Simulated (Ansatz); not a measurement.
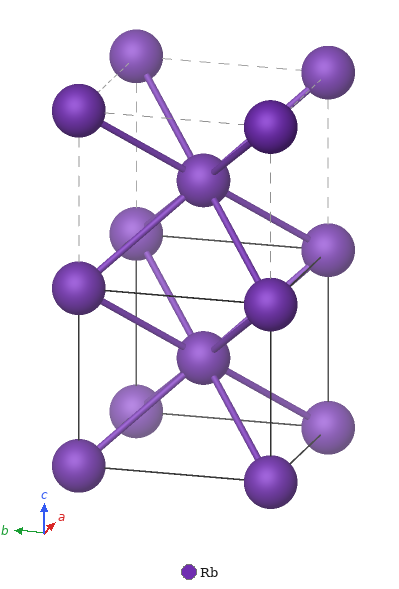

Crystal structure, ball-and-stick style, seen from a general direction. The picture spans 1×1×2 cells, one conventional unit cell being drawn with solid lines. Cell: a = 5.909 Å, b = 5.909 Å, c = 5.462 Å, α = 90.00°, β = 90.00°, γ = 90.00°.

In words:

The element is rubidium. The lattice is body-centred tetragonal and the space group I4/mmm (No. 139). The cell holds two atoms. Each Rb atom is coordinated by eight Rb in a cubic arrangement at about 5.0 Å. The bonds build a three-dimensional framework.

Source of the structure: a structure listed in the Materials Project. Earlier steps of the study may have refined or changed the cell and positions. It was the input of a calculation with Ansatz.
